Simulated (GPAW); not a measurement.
## Ga15FeN16 (GaN32 Fe1): moments or none

Aim: find out whether Ga15FeN16 (GaN32 Fe1) carries moments when they start parallel, and what they gain.

Program: GPAW 26.7.0. Level of theory: PBE; plane waves with GPAW's PAW setups, scalar-relativistic. Results are calculated unless marked as measured.

### Step 1. The starting structure

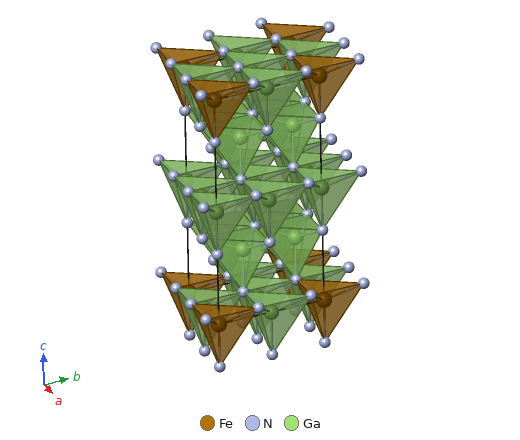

The cell as given, slightly off an axis (iron orange, nitrogen light blue, gallium green). Some periodic images of atoms are drawn too.

The cell is a made-up one and need not be a known phase.

### Step 2. Start 1: ferro +

Parallel moments need no larger cell; this start tests for a ferromagnetic state only.

File order1.py:

```python
import json
import numpy as np
from ase import Atoms
from ase.parallel import paropen, parprint
from gpaw import GPAW

atoms = Atoms(['Fe', 'N', 'Ga', 'N', 'Ga', 'N', 'Ga', 'N', 'Ga', 'N', 'Ga', 'N', 'Ga', 'N', 'Ga', 'N', 'Ga', 'N', 'Ga', 'N', 'Ga', 'N', 'Ga', 'N', 'Ga', 'N', 'Ga', 'N', 'Ga', 'N', 'Ga', 'N'],
    cell=[[6.378, 0.0, 0.0],
         [-3.189, 5.52351, 0.0],
         [0.0, 0.0, 10.37]],
    scaled_positions=[[0.0, 0.0, 0.0],
         [0.166667, 0.333333, 0.0615],
         [0.166667, 0.333333, 0.25],
         [0.0, 0.0, 0.3115],
         [0.0, 0.0, 0.5],
         [0.166667, 0.333333, 0.5615],
         [0.166667, 0.333333, 0.75],
         [0.0, 0.0, 0.8115],
         [0.0, 0.5, 0.0],
         [0.166667, 0.833333, 0.0615],
         [0.166667, 0.833333, 0.25],
         [0.0, 0.5, 0.3115],
         [0.0, 0.5, 0.5],
         [0.166667, 0.833333, 0.5615],
         [0.166667, 0.833333, 0.75],
         [0.0, 0.5, 0.8115],
         [0.5, 0.0, 0.0],
         [0.666667, 0.333333, 0.0615],
         [0.666667, 0.333333, 0.25],
         [0.5, 0.0, 0.3115],
         [0.5, 0.0, 0.5],
         [0.666667, 0.333333, 0.5615],
         [0.666667, 0.333333, 0.75],
         [0.5, 0.0, 0.8115],
         [0.5, 0.5, 0.0],
         [0.666667, 0.833333, 0.0615],
         [0.666667, 0.833333, 0.25],
         [0.5, 0.5, 0.3115],
         [0.5, 0.5, 0.5],
         [0.666667, 0.833333, 0.5615],
         [0.666667, 0.833333, 0.75],
         [0.5, 0.5, 0.8115]],
    pbc=True,
    magmoms=[4.0, 0.0, 0.0, 0.0, 0.0, 0.0, 0.0, 0.0, 0.0, 0.0, 0.0, 0.0, 0.0, 0.0, 0.0, 0.0, 0.0, 0.0, 0.0, 0.0, 0.0, 0.0, 0.0, 0.0, 0.0, 0.0, 0.0, 0.0, 0.0, 0.0, 0.0, 0.0])
atoms.calc = GPAW(mode={'name': 'pw', 'ecut': 600},
    xc='PBE',
    kpts={'size': (5, 5, 3), 'gamma': True},
    occupations={'name': 'fermi-dirac', 'width': 0.05},
    convergence={'density': 1e-05, 'energy': 1e-05},
    maxiter=200,
    mixer={'name': 'pulay', 'beta': 0.05, 'nmaxold': 6, 'weight': 50},
    symmetry={'tolerance': 1e-4},
    txt='order1.txt')
e = atoms.get_potential_energy(force_consistent=True)
res = {'free_energy': e, 'energy_sigma0': atoms.get_potential_energy(), 'fermi_energy': atoms.calc.get_fermi_level()}
res['moments'] = atoms.get_magnetic_moments().tolist()
res['total'] = atoms.get_magnetic_moment()
parprint('site moments (muB):', np.round(res['moments'], 3))
parprint(f"total moment: {res['total']:.3f} muB")
parprint(f'free energy: {e:.6f} eV')
atoms.calc.write('order1.gpw')
with paropen('results.json', 'w') as f:
    json.dump(res, f)
```

Run with:

```console
$ OMP_NUM_THREADS=1 mpirun -n 4 gpaw python order1.py > order1.log
```

What it wrote:

```text
site moments (muB): [ 3.667e+00  8.000e-02  9.000e-03  2.000e-03 -0.000e+00  5.000e-03
  1.000e-02  7.000e-02  2.000e-02  8.000e-02  9.000e-03  6.000e-03
  2.000e-03  5.000e-03  1.000e-02  2.000e-03  2.000e-02  2.000e-03
  0.000e+00  6.000e-03  2.000e-03  2.000e-03  1.000e-03  2.000e-03
  2.000e-02  8.000e-02  9.000e-03  6.000e-03  2.000e-03  5.000e-03
  1.000e-02  2.000e-03]
total moment: 4.999 muB
free energy: -195.047186 eV

--- order1.txt ---
Input parameters:
  mode=PW(ecut=600),
  convergence={'density': 1e-05, 'energy': 1e-05},
  kpts=MonkhorstPack(size=(5, 5, 3), gamma=True),
  maxiter=200,
  mixer=Pulay(name='pulay', nmaxold=6, beta=0.05, weight=50, sigma=0.015, g_ss=None),
  occupations=Occupations(name='fermi-dirac', width=0.05),
  symmetry=Symmetry(tolerance=0.0001),
  xc=XC(name='PBE')

Diagonalizing LCAO Hamiltonian
Converting LCAO to pw mode

          Ga      Ga
         N       N
           NGa     NGa
          N       N
            N       N
         Ga      Ga
           Ga      Ga
         NGa     NGa
            Ga      Ga
          NN      NN

         Ga N    Ga N
           Fe      Ga

Atoms  # Å, Bohr magnetons
|    | symbol |         x |        y |        z |    initial magnetic moments |
|----|--------|-----------|----------|----------|-----------------------------|
|  0 |     Fe |  0.000000 | 0.000000 | 0.000000 | ( 0.0000,  0.0000,  4.0000) |
|  1 |      N |  0.000003 | 1.841168 | 0.637755 | ( 0.0000,  0.0000,  0.0000) |
|  2 |     Ga |  0.000003 | 1.841168 | 2.592500 | ( 0.0000,  0.0000,  0.0000) |
|  3 |      N |  0.000000 | 0.000000 | 3.230255 | ( 0.0000,  0.0000,  0.0000) |
|  4 |     Ga |  0.000000 | 0.000000 | 5.185000 | ( 0.0000,  0.0000,  0.0000) |
|  5 |      N |  0.000003 | 1.841168 | 5.822755 | ( 0.0000,  0.0000,  0.0000) |
|  6 |     Ga |  0.000003 | 1.841168 | 7.777500 | ( 0.0000,  0.0000,  0.0000) |
|  7 |      N |  0.000000 | 0.000000 | 8.415255 | ( 0.0000,  0.0000,  0.0000) |
|  8 |     Ga | -1.594500 | 2.761755 | 0.000000 | ( 0.0000,  0.0000,  0.0000) |
|  9 |      N | -1.594497 | 4.602923 | 0.637755 | ( 0.0000,  0.0000,  0.0000) |
| 10 |     Ga | -1.594497 | 4.602923 | 2.592500 | ( 0.0000,  0.0000,  0.0000) |
| 11 |      N | -1.594500 | 2.761755 | 3.230255 | ( 0.0000,  0.0000,  0.0000) |
| 12 |     Ga | -1.594500 | 2.761755 | 5.185000 | ( 0.0000,  0.0000,  0.0000) |
| 13 |      N | -1.594497 | 4.602923 | 5.822755 | ( 0.0000,  0.0000,  0.0000) |
| 14 |     Ga | -1.594497 | 4.602923 | 7.777500 | ( 0.0000,  0.0000,  0.0000) |
| 15 |      N | -1.594500 | 2.761755 | 8.415255 | ( 0.0000,  0.0000,  0.0000) |
| 16 |     Ga |  3.189000 | 0.000000 | 0.000000 | ( 0.0000,  0.0000,  0.0000) |
| 17 |      N |  3.189003 | 1.841168 | 0.637755 | ( 0.0000,  0.0000,  0.0000) |
| 18 |     Ga |  3.189003 | 1.841168 | 2.592500 | ( 0.0000,  0.0000,  0.0000) |
| 19 |      N |  3.189000 | 0.000000 | 3.230255 | ( 0.0000,  0.0000,  0.0000) |
| 20 |     Ga |  3.189000 | 0.000000 | 5.185000 | ( 0.0000,  0.0000,  0.0000) |
| 21 |      N |  3.189003 | 1.841168 | 5.822755 | ( 0.0000,  0.0000,  0.0000) |
| 22 |     Ga |  3.189003 | 1.841168 | 7.777500 | ( 0.0000,  0.0000,  0.0000) |
| 23 |      N |  3.189000 | 0.000000 | 8.415255 | ( 0.0000,  0.0000,  0.0000) |
| 24 |     Ga |  1.594500 | 2.761755 | 0.000000 | ( 0.0000,  0.0000,  0.0000) |
| 25 |      N |  1.594503 | 4.602923 | 0.637755 | ( 0.0000,  0.0000,  0.0000) |
| 26 |     Ga |  1.594503 | 4.602923 | 2.592500 | ( 0.0000,  0.0000,  0.0000) |
| 27 |      N |  1.594500 | 2.761755 | 3.230255 | ( 0.0000,  0.0000,  0.0000) |
| 28 |     Ga |  1.594500 | 2.761755 | 5.185000 | ( 0.0000,  0.0000,  0.0000) |
| 29 |      N |  1.594503 | 4.602923 | 5.822755 | ( 0.0000,  0.0000,  0.0000) |
| 30 |     Ga |  1.594503 | 4.602923 | 7.777500 | ( 0.0000,  0.0000,  0.0000) |
| 31 |      N |  1.594500 | 2.761755 | 8.415255 | ( 0.0000,  0.0000,  0.0000) |

Unit cell  # Å
| periodic |         x |        y |         z |   lengths |     angles |
|----------|-----------|----------|-----------|-----------|------------|
|      yes |  6.378000 | 0.000000 |  0.000000 |  6.378000 |  90.000000 |
|      yes | -3.189000 | 5.523510 |  0.000000 |  6.378000 |  90.000000 |
|      yes |  0.000000 | 0.000000 | 10.370000 | 10.370000 | 120.000000 |

Number of symmetries: 6

BZ-sampling:
  Number of BZ points: 75
  Number of IBZ points: 12

  Monkhorst-Pack size: [5, 5, 3]
  Monkhorst-Pack shift: [0, 0, 0]

K-points  # in reciprocal-cell coordinates
|     |                                coordinates |     weight |
|-----|--------------------------------------------|------------|
|   0 | (  0.00000000,   0.00000000,   0.00000000) | 0.01333333 |
|   1 | (  0.00000000,   0.00000000,   0.33333333) | 0.02666667 |
|   2 | (  0.20000000,   0.00000000,  -0.33333333) | 0.08000000 |
|   3 | (  0.20000000,   0.00000000,   0.00000000) | 0.08000000 |
|   4 | (  0.20000000,   0.00000000,   0.33333333) | 0.08000000 |
|   5 | (  0.40000000,  -0.20000000,   0.00000000) | 0.08000000 |
|   6 | (  0.40000000,  -0.20000000,   0.33333333) | 0.16000000 |
|   7 | (  0.40000000,   0.00000000,  -0.33333333) | 0.08000000 |
|   8 | (  0.40000000,   0.00000000,   0.00000000) | 0.08000000 |
|   9 | (  0.40000000,   0.00000000,   0.33333333) | 0.08000000 |
| ... |                                            |            |
|  11 | (  0.40000000,   0.40000000,   0.33333333) | 0.16000000 |

Plane wave coefficients: 12263
Cutoff: 600.0 eV

Spin-components: 2 (collinear spins)
Bands:           87
Projectors:      161
Spin-degeneracy: 1
Datatype:        complex128

Parallelization:
  kpt:    4
  domain: 1
  band:   1

Density:
  Valence electrons: 133.0
  Components: 2
  Grid points: [40 40 60]
  Charge: 0.0  # |e|

Potential:
  Grid points: [40 40 60]

species:
  Fe:
    name:    Iron
    Z:       26.0
    valence: 8
    core:    18
    charge:  0.0  # [|e|]
    compensation charges:
      type: gauss
      rc: 0.33  # [Å]
      lmax: 2
    cutoffs:
      filter: 2.06  # [Å]
      core: 2.67  # [Å]
    projectors
    | kind |    occ | energy [eV] | rcut [Å] |
    |------|--------|-------------|----------|
    |   4s |  2.000 |      -5.291 |    1.164 |
    |   4p |  0.000 |      -1.326 |    1.058 |
    |   3d |  6.000 |      -7.505 |    1.058 |
    |    s |        |      21.920 |    1.164 |
    |    p |        |      25.885 |    1.058 |
    |    d |        |      19.706 |    1.058 |

    Using partial waves for Fe as LCAO basis

  N:
    name:    Nitrogen
    Z:       7.0
    valence: 5
    core:    2
    charge:  0.0  # [|e|]
    compensation charges:
      type: gauss
      rc: 0.18  # [Å]
      lmax: 2
    cutoffs:
      filter: 1.11  # [Å]
      core: 0.96  # [Å]
    projectors
    | kind |    occ | energy [eV] | rcut [Å] |
    |------|--------|-------------|----------|
    |   2s |  2.000 |     -18.583 |    0.603 |
    |   2p |  3.000 |      -7.089 |    0.529 |
    |    s |        |       8.629 |    0.603 |
    |    p |        |      20.123 |    0.529 |
    |    d |        |       0.000 |    0.577 |

    Using partial waves for N as LCAO basis

  Ga:
    name:    Gallium
    Z:       31.0
    valence: 3
    core:    28
    charge:  0.0  # [|e|]
    compensation charges:
      type: gauss
      rc: 0.37  # [Å]
      lmax: 2
    cutoffs:
      filter: 2.06  # [Å]
      core: 4.17  # [Å]
    projectors
    | kind |    occ | energy [eV] | rcut [Å] |
    |------|--------|-------------|----------|
    |   4s |  2.000 |      -8.945 |    1.164 |
    |   4p |  1.000 |      -2.580 |    1.164 |
    |    s |        |      18.266 |    1.164 |
    |    p |        |      24.631 |    1.164 |
    |    d |        |       0.000 |    1.164 |

    Using partial waves for Ga as LCAO basis

Reference energy: -851597.071602  # eV

eigensolver:
  PPCG
  Converge bands: occupied
  niter=2

density mixing:
  Pulay-Mixer
  Linear mixing parameters: 0.05
  Old densities: 6
  Fourier metric: weight=50, sigma=0.015

occupation numbers:
  Fermi-Dirac:
    width: 0.0500  # eV

poisson solver:
  ecut: 4800.0  # eV

xc functional:
  name: PBE with 2 nearest neighbor stencil

convergence criteria:
- Maximum integral of absolute [dens]ity change: 1e-05 electrons / valence electron
- Maximum [total energy] change in last 3 cyles: 1e-05 eV / valence electron
- Maximum integral of absolute [eigenst]ate change: 4e-08 eV^2 / valence electron
maximum number of iterations: 200

SCF iterations
|iter     |      energy | eigst |  dens |  magmom |
|---------|-------------|-------|-------|---------|
|iter:   1|       0s | -223.415142 | -0.20 |       |  +4.0071|
|iter:   2|      20s | -215.561469 | -1.27 | -0.57 |  +4.0568|
|iter:   3|      40s | -196.453825 | +0.12 | -0.62 |  +4.3733|
|iter:   4|      59s | -198.550857 | -1.22 | -0.98 |  +4.4169|
|iter:   5|      77s | -197.447873 | -2.55 | -0.95 |  +4.4019|
|iter:   6|      96s | -197.897838 | -0.52 | -0.98 |  +4.2417|
|iter:   7|     114s | -197.962279 | -1.31 | -1.07 |  +4.2449|
|iter:   8|     132s | -196.114245 | -1.04 | -1.21 |  +4.1949|
|iter:   9|     151s | -196.208123 | -1.41 | -1.33 |  +4.1354|
|iter:  10|     169s | -196.237263 | -1.64 | -1.36 |  +4.1290|
[... 17 iterations left out ...]
|iter:  28|     493s | -195.047062c| -6.51 | -3.72 |  +5.0011|
|iter:  29|     511s | -195.047062c| -7.61c| -3.99 |  +5.0003|
|iter:  30|     530s | -195.047068c| -7.18 | -4.03 |  +5.0000|
|iter:  31|     548s | -195.047070c| -7.39 | -4.20 |  +4.9999|
|iter:  32|     558s | -195.047070c| -7.95c| -4.38 |  +4.9998|
|iter:  33|     567s | -195.047071c| -7.80c| -4.45 |  +4.9996|
|iter:  34|     576s | -195.047071c| -7.88c| -4.58 |  +4.9996|
|iter:  35|     585s | -195.047071c| -7.66c| -4.64 |  +4.9992|
|iter:  36|     604s | -195.047072c| -7.91c| -4.88 |  +4.9991|
|iter:  37|     613s | -195.047072c| -8.44c| -5.06c|  +4.9992|

Converged in 37 steps
Energy contributions relative to reference atoms: (reference = -851597.071602)

Energy contributions:
  Kinetic:         515.954325
  Coulomb:        -448.571527
  Zero:              0.929090
  External:          0.000000
  Xc:             -263.358845
  Entropy:          -0.000229
  Spinorbit:         0.000000
  ----------------------------
  Free energy:    -195.047186
  Extrapolated:   -195.047072

dipole moment: (-80.327065, -100.674357, -116.184017)  # |e|*Ang

Total magnetic moment: (0.000000, 0.000000, 4.999158)

Local magnetic moments
|        x |        y |         z |
|----------|----------|-----------|
| 0.000000 | 0.000000 |  3.666589 |  # Fe   0
| 0.000000 | 0.000000 |  0.079868 |  # N    1
| 0.000000 | 0.000000 |  0.009331 |  # Ga   2
| 0.000000 | 0.000000 |  0.001625 |  # N    3
| 0.000000 | 0.000000 | -0.000396 |  # Ga   4
| 0.000000 | 0.000000 |  0.005136 |  # N    5
| 0.000000 | 0.000000 |  0.009872 |  # Ga   6
| 0.000000 | 0.000000 |  0.070180 |  # N    7
| 0.000000 | 0.000000 |  0.019995 |  # Ga   8
| 0.000000 | 0.000000 |  0.079868 |  # N    9
| 0.000000 | 0.000000 |  0.009331 |  # Ga  10
| 0.000000 | 0.000000 |  0.006106 |  # N   11
| 0.000000 | 0.000000 |  0.001810 |  # Ga  12
| 0.000000 | 0.000000 |  0.005136 |  # N   13
| 0.000000 | 0.000000 |  0.009872 |  # Ga  14
| 0.000000 | 0.000000 |  0.001559 |  # N   15
[...]
| 0.000000 | 0.000000 |  0.000889 |  # Ga  22
| 0.000000 | 0.000000 |  0.001559 |  # N   23
| 0.000000 | 0.000000 |  0.019995 |  # Ga  24
| 0.000000 | 0.000000 |  0.079868 |  # N   25
| 0.000000 | 0.000000 |  0.009331 |  # Ga  26
| 0.000000 | 0.000000 |  0.006106 |  # N   27
| 0.000000 | 0.000000 |  0.001810 |  # Ga  28
| 0.000000 | 0.000000 |  0.005136 |  # N   29
| 0.000000 | 0.000000 |  0.009872 |  # Ga  30
| 0.000000 | 0.000000 |  0.001559 |  # N   31

Fermi level: 7.597
Eigenvalues  # (at kpt = [0.000, 0.000, 0.000])
| band index |      eig [eV] | occ [0-1] |      eig [eV] | occ [0-1] |
|------------|---------------|-----------|---------------|-----------|
|          0 |        -9.464 |     1.000 |        -9.414 |     1.000 |
|        ... |               |           |               |           |
|         59 |         5.654 |     1.000 |         5.905 |     1.000 |
|         60 |         5.684 |     1.000 |         5.906 |     1.000 |
|         61 |         5.684 |     1.000 |         6.170 |     1.000 |
|         62 |         5.947 |     1.000 |         6.321 |     1.000 |
|         63 |         5.947 |     1.000 |         6.321 |     1.000 |
|         64 |         6.241 |     1.000 |         8.033 |     0.000 |
|         65 |         6.241 |     1.000 |         8.034 |     0.000 |
|         66 |         6.925 |     1.000 |         8.558 |     0.000 |
|         67 |         7.300 |     0.997 |         8.808 |     0.000 |
|         68 |         7.300 |     0.997 |         9.176 |     0.000 |
|         69 |         8.495 |     0.000 |         9.177 |     0.000 |
|         70 |        10.759 |     0.000 |        10.798 |     0.000 |
|         71 |        10.778 |     0.000 |        10.806 |     0.000 |
|         72 |        10.844 |     0.000 |        10.885 |     0.000 |
|         73 |        10.913 |     0.000 |        10.934 |     0.000 |
|        ... |               |           |               |           |
|         86 |        12.695 |     0.000 |        12.868 |     0.000 |

Gap: 0.699 eV
Transition (v -> c):
  (s=0, k=0, n=68, [0.00, 0.00, 0.00]) -> (s=1, k=6, n=64, [0.40, -0.20, 0.33])
Direct/indirect transitions are different
Direct gap: 0.734 eV
Transition at: (s=0->1, k=0, n=68, [0.00, 0.00, 0.00])
```

The job ended after 11 min (4 MPI ranks of Arm Neoverse V1, shared host; peak memory 2.2 GiB).

Spin moment in the augmentation sphere by element, in μB:

| element | atoms | mean | spread (r.m.s.) | least | largest |
| --- | --- | --- | --- | --- | --- |
| Fe | 1 | 3.67 | 0.00 | 3.67 | 3.67 |
| N | 16 | 0.02 | 0.03 | 0.00 | 0.08 |
| Ga | 15 | 0.01 | 0.01 | 0.00 | 0.02 |

The atoms farthest from the mean of their element:

| atom | x, y, z (Å) | spin moment in the augmentation sphere (μB) |
| --- | --- | --- |
| N2 | 0.00, 1.84, 0.64 | 0.08 |
| N10 | -1.59, 4.60, 0.64 | 0.08 |
| N26 | 1.59, 4.60, 0.64 | 0.08 |
| N8 | 0.00, 0.00, 8.42 | 0.07 |
| N24 | 3.19, 0.00, 8.42 | 0.00 |
| N32 | 1.59, 2.76, 8.42 | 0.00 |
| N16 | -1.59, 2.76, 8.42 | 0.00 |
| N4 | 0.00, 0.00, 3.23 | 0.00 |

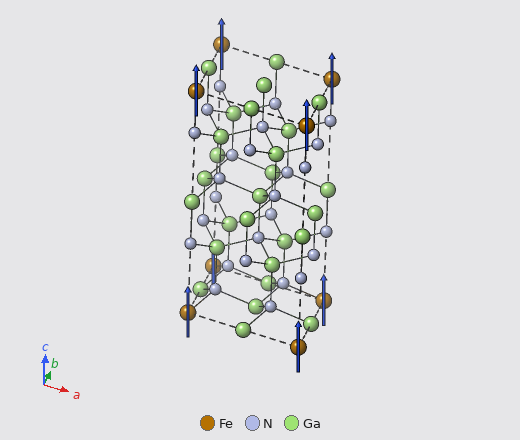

Spin moment in the augmentation sphere as arrows, the longest 3.67 μB. Up and down stand for the sign. Arrows give size and sign along the axis of quantisation, drawn up and down the page. Bonds to atoms that aren't drawn are left out. Some periodic images of atoms are drawn too.

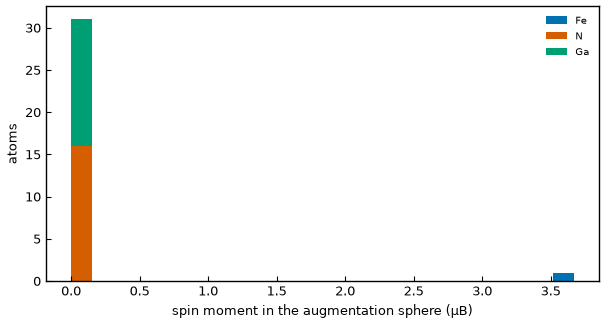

Spin moment in the augmentation sphere as a stacked histogram.

Read from the output:

```yaml
magnetization: 4.999 μB
final_state: ferromagnetic
```

After 37 cycles the largest moment stands at 3.67 μB.

(Continued in part 2 of 2.)

[Logs and program files are shortened in this print: banners, set-up blocks, solver, clock and traceback lines can be left out without a mark of their own.]

[Logs are printed without paths, hosts, clocks, repeated set-up lines and the standing remarks that a program may print on its own settings, such as how far it seeks lower states.]

[Hosts, paths, dates, database ids (printed as entryN), source tags and the programs' standing remarks are cut or masked in the printed files.]

[Where a cell is said to come from a database of computed structures, the database is the Materials Project.]
